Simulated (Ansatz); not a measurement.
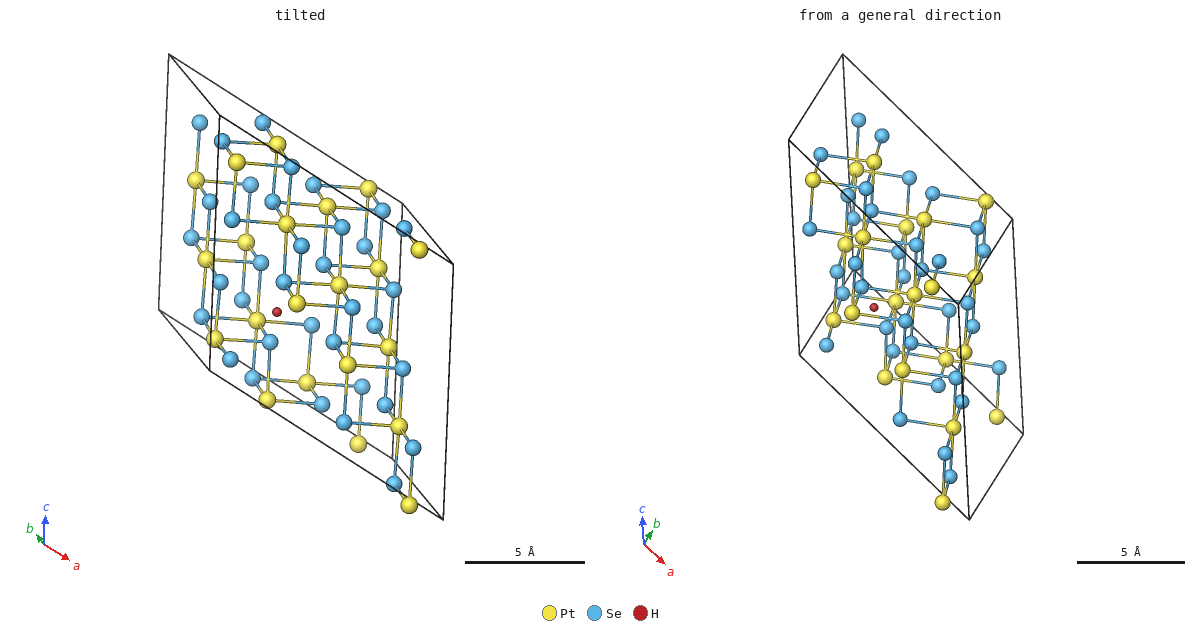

A ball-and-stick rendering, viewed slightly off an axis and from a general direction. The parallelepiped is the supercell. The host is PtSe$_{2}$, in a cell of 48 sites, and the cell carries a charge of +1.

Question: Describe the defect.

Answer: An interstitial hydrogen atom. It is bonded to no bonds drawn.

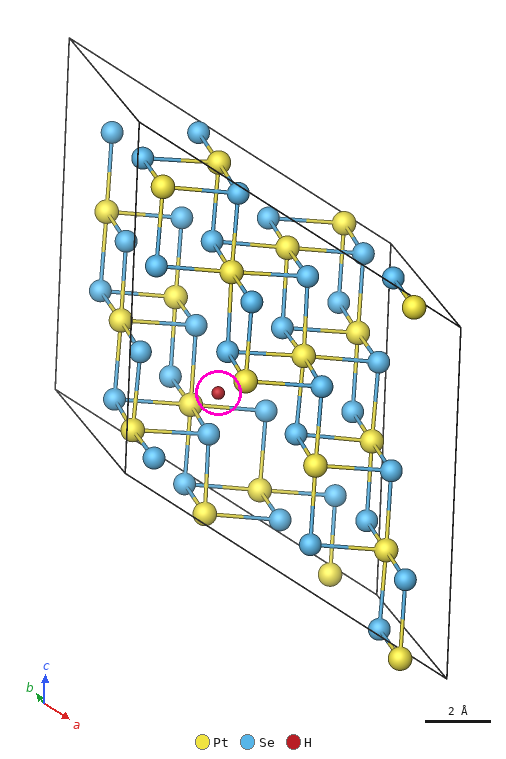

The same cell with a ring at the defect's site.

The atoms were relaxed in the host's cell with Ansatz 0.2.0, DFT PBE, scalar-relativistic, plane waves, PAW.
